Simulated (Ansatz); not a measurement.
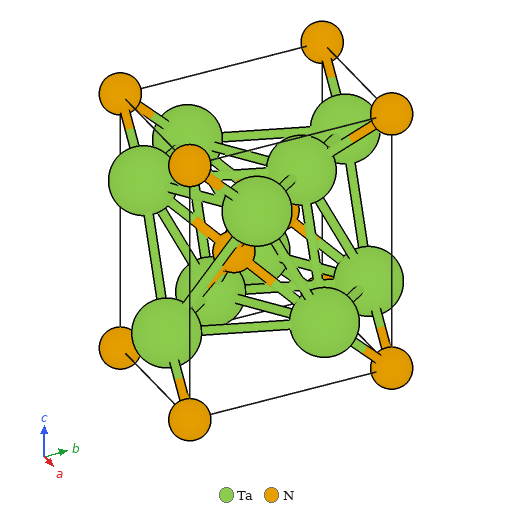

System: Ta₂N, space group P-31m (No. 162). The picture shows the cell.

Starting cell:
```
CELL_PARAMETERS angstrom
5.22894 0.00000 0.00000
-2.61447 4.52840 0.00000
0.00000 0.00000 4.88593
ATOMIC_POSITIONS crystal
Ta 0.66700 0.66700 0.75258
Ta 0.00000 0.33300 0.75258
Ta 0.33300 0.00000 0.75258
Ta 0.33300 0.33300 0.24742
Ta 0.00000 0.66700 0.24742
Ta 0.66700 0.00000 0.24742
N 0.66667 0.33333 0.50000
N 0.33333 0.66667 0.50000
N 0.00000 0.00000 0.00000
```

Computed with Ansatz 0.2.0: harmonic phonon frequencies at the irreducible points of a q mesh with atoms at rest in the given cell, q in fractions of the reciprocal cell vectors, no long-range term at q = 0, imaginary frequencies are negative, the first points where there are many; plane waves with PAW datasets. Level: LDA, no spin polarisation.

- wave cutoff: 420 eV
- k mesh: 12×12×8
- occupations: Fermi–Dirac
- smearing width: 0.15 eV
- pressure: 0 GPa
- phonon method: linear response
- q mesh: 2×2×2

Describe the result: the phonon frequencies at several wave vectors (in fractions of the reciprocal vectors of the given cell).

No frequency is imaginary, so the structure is stable to these displacements at the wave vectors computed. The highest mode among the wave vectors computed lies at 652.9 cm⁻¹, at (0 −0.5 0).

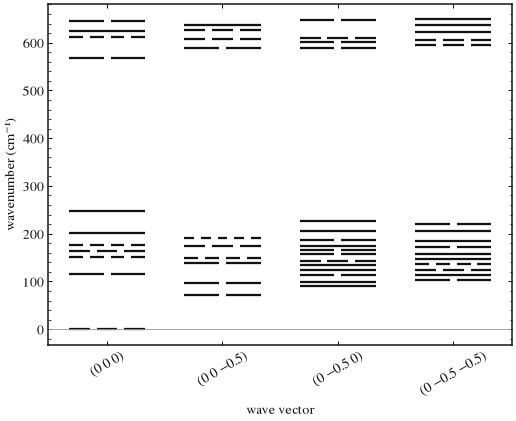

Imaginary frequencies are drawn as negative.

Note: image ties in doubt; metal sensitive to the k mesh; no spin polarisation, a magnetic state may lie lower.
